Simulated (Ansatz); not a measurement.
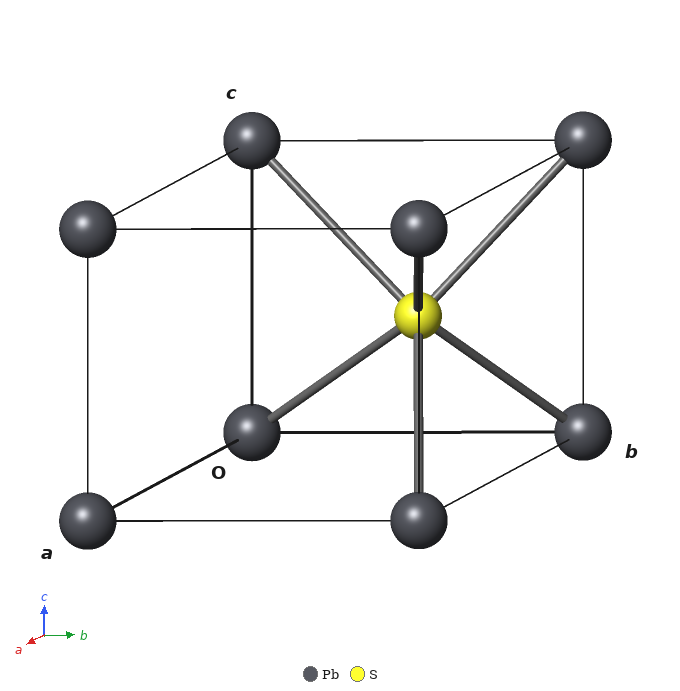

For PbS, the input geometry of an electronic-structure calculation (not necessarily at equilibrium): one unit cell is drawn above. All values are computed from the atomic coordinates in the standard setting (tolerance 0.002 Å).

```
Pb S
1.0
     4.08970    0.00000    0.00000
    -2.04485    3.54178    0.00000
     0.00000    0.00000    3.78817
Pb S
1 1
Cartesian
  0.0000 0.0000 0.0000
  0.0000 2.3612 1.8941
```

What is its point group?

-6m2 (D3h), order 12, hexagonal system: one −6 axis, three twofold axes, four mirror planes.

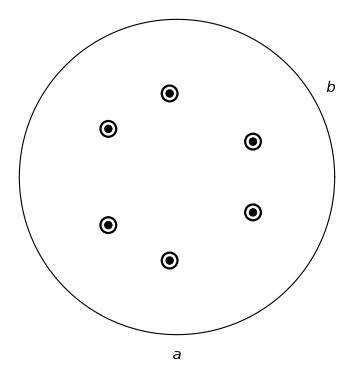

Stereographic projection: filled dots lie in the upper hemisphere, open rings in the lower. The poles are one general form. The c axis points at the viewer.

What does this class allow?

Class -6m2 is not centrosymmetric; not polar, but piezoelectricity is allowed; it is not chiral. Its Laue class is 6/mmm.
